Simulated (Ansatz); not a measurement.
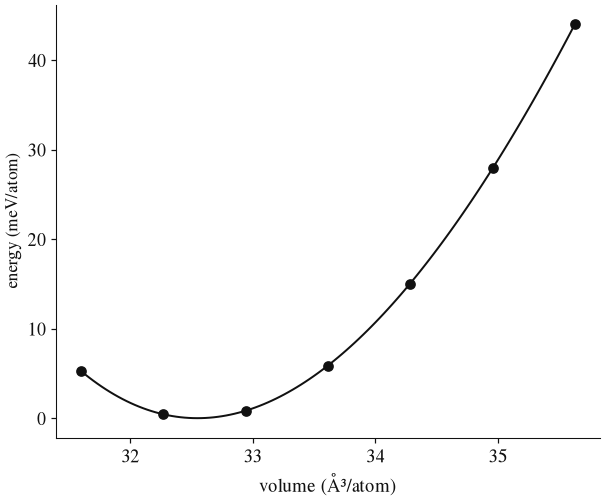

The plot gives the computed energy against volume for Bi, space group P2/m (No. 10).

Structure:
```yaml
crystal:
  lattice:
    - [3.23838, 0.00000, 0.00000]
    - [0.00000, 3.22164, 0.00000]
    - [-0.08045, 0.00000, 6.44389]
  atoms:
    - { symbol: Bi, position: [0.54425, 0.00000, 0.74958] }
    - { symbol: Bi, position: [0.45575, 0.00000, 0.25042] }
```

Calculation (Ansatz 0.2.0): all-electron LAPW DFT, no spin polarisation; energies at scaled volumes of the given cell, shape and fractions fixed, counted from the fit's minimum, third-order Birch-Murnaghan fit. Level: LDA.

```csv
setting,value
k mesh,8×8×4
occupations,Fermi–Dirac
smearing width,0.05 eV
potentials,"all electron LAPW, scalar relativistic"
program settings,basis error eV/atom 0.001
```

From this curve and the settings, what does the calculation give for the pressure at the same points?

The pressure falls from 1.83 GPa at volume 31.60 Å³/atom to −4.19 GPa at 35.63 Å³/atom, and changes sign near 32.56 Å³/atom.

| volume (Å³/atom) | pressure (GPa) |
| --- | --- |
| 31.60 | 1.83 |
| 32.27 | 0.51 |
| 32.94 | −0.67 |
| 33.61 | −1.71 |
| 34.29 | −2.64 |
| 34.96 | −3.46 |
| 35.63 | −4.19 |

Limits of the calculation: spin-orbit coupling left out, heavy elements; shape and atomic fractions are frozen while scaling, which makes layered, chain and framework solids too stiff.
